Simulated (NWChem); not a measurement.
**Energy and gradient calculation, with input and output: C$_{3}$H$_{6}$O**

The run: energy and gradient calculation of C$_{3}$H$_{6}$O, SMILES CC(C)=O. Method and program: HF/cc-pVDZ, RHF (NWChem 7.3.0).

The geometry comes from this level: PBE0-D4/def2-TZVP.

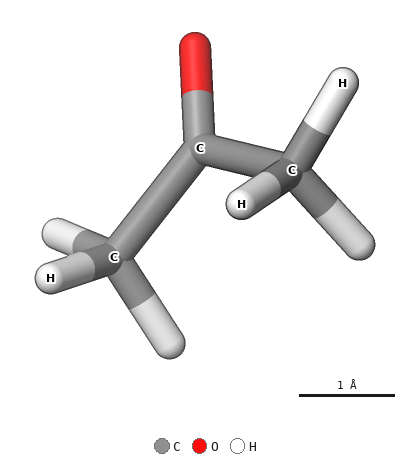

**Figure 1.** The structure (stick view, seen at a tilt). Bond lengths as drawn: C–C 1.51 Å, C–H 1.09 Å and C–O 1.21 Å.

**Input**
```python
from ase.io import read
from ase.calculators.nwchem import NWChem

system = read('nw.xyz')

calc = NWChem(
    label='nw',
    theory='scf',
    memory='2200 mb',
    basis='cc-pVDZ',
    basispar='spherical bse',
    scf={'nopen': '0', 'rhf': None, 'thresh': '1e-08', 'maxiter': '80'},
)
system.calc = calc

forces = system.get_forces()
print(f"energy = {system.get_potential_energy():.6f} eV")
print("forces (eV/A):")
for s, f in zip(system.symbols, forces):
    print(f"{s:2s} {f[0]:10.5f} {f[1]:10.5f} {f[2]:10.5f}")
print("dipole (e A):", system.get_dipole_moment().round(4))
```

**File nw.xyz**
```
10

C     -0.763500     0.843700    -0.605500
C      0.498000     0.046700    -0.400600
C      0.525100    -0.866200     0.797100
O      1.435000     0.134800    -1.154100
H     -1.637300     0.186500    -0.611300
H     -0.898500     1.540800     0.227000
H     -0.707800     1.399400    -1.539600
H     -0.233900    -1.646100     0.683600
H      1.506700    -1.325600     0.895800
H      0.276100    -0.314000     1.707400
```

**File nw.nwi**
```
title "nw"

permanent_dir nw

scratch_dir nw

start nw

geometry units angstrom nocenter noautosym noautoz
  C  -7.6349999999999996e-01 8.4370000000000001e-01 -6.0550000000000004e-01
  C  4.9800000000000000e-01 4.6699999999999998e-02 -4.0060000000000001e-01
  C  5.2510000000000001e-01 -8.6619999999999997e-01 7.9710000000000003e-01
  O  1.4350000000000001e+00 1.3480000000000000e-01 -1.1540999999999999e+00
  H  -1.6373000000000000e+00 1.8650000000000000e-01 -6.1129999999999995e-01
  H  -8.9849999999999997e-01 1.5407999999999999e+00 2.2700000000000001e-01
  H  -7.0779999999999998e-01 1.3994000000000000e+00 -1.5396000000000001e+00
  H  -2.3390000000000000e-01 -1.6460999999999999e+00 6.8359999999999999e-01
  H  1.5066999999999999e+00 -1.3255999999999999e+00 8.9580000000000004e-01
  H  2.7610000000000001e-01 -3.1400000000000000e-01 1.7074000000000000e+00
end

memory 2200 mb

basis spherical bse noprint
   * library cc-pVDZ
end

scf
  nopen 0
  rhf
  thresh 1e-08
  maxiter 80
end

task scf gradient
```

Machine: 1 thread of Intel Xeon @ 2.90GHz (Ice Lake), 16 GiB of memory available, shared host.

Run as:
```bash
export ASE_NWCHEM_COMMAND="nwchem PREFIX.nwi > PREFIX.nwo"
python run.py
```

**What the program printed**
```
energy = -5223.978205 eV
forces (eV/A):
C    -0.13802    0.11580   -0.02761
C     1.08418    0.10182   -0.87114
C     0.00910   -0.12547    0.13061
O    -1.08187   -0.10202    0.86996
H     0.03877    0.00417   -0.03348
H     0.03111   -0.00679   -0.03533
H    -0.00072   -0.02026    0.02371
H     0.04031    0.01306   -0.02180
H    -0.02365    0.01697   -0.00309
H     0.04083    0.00273   -0.03183
dipole (e A): [-0.5113 -0.048   0.4112]
```

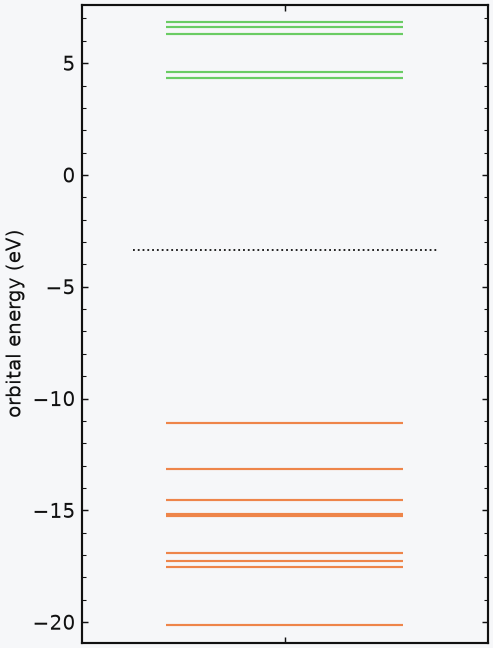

**Figure 2.** Orbital energies near the frontier; the dotted line parts filled from empty levels, and levels within 0.02 eV of each other stand side by side. Highest filled −11.11 eV, lowest empty 4.35 eV, 15.46 eV apart.

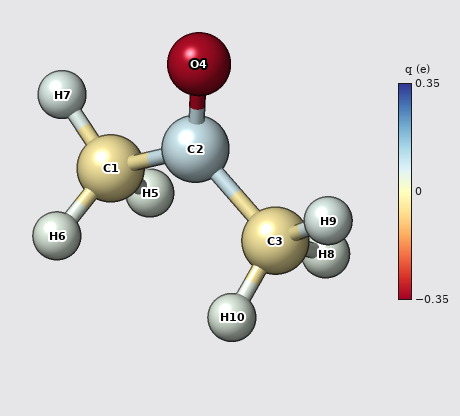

**Figure 3.** Mulliken charges, as the colour of each atom (ball-and-stick view, seen at a tilt; atoms are numbered from 1 in the order of the input). By element: C −0.04 to +0.09, O −0.33 and H +0.05 to +0.06 e.

**Results in brief**

- outcome: converged
- total energy: −191.977660 hartree
- basis functions: 86
- largest force: 1.395 eV/Å
- HOMO: −11.11 eV
- LUMO: 4.35 eV
- dipole moment: 3.16 D
- wall time: 26 s
- peak memory: 0.1 GiB
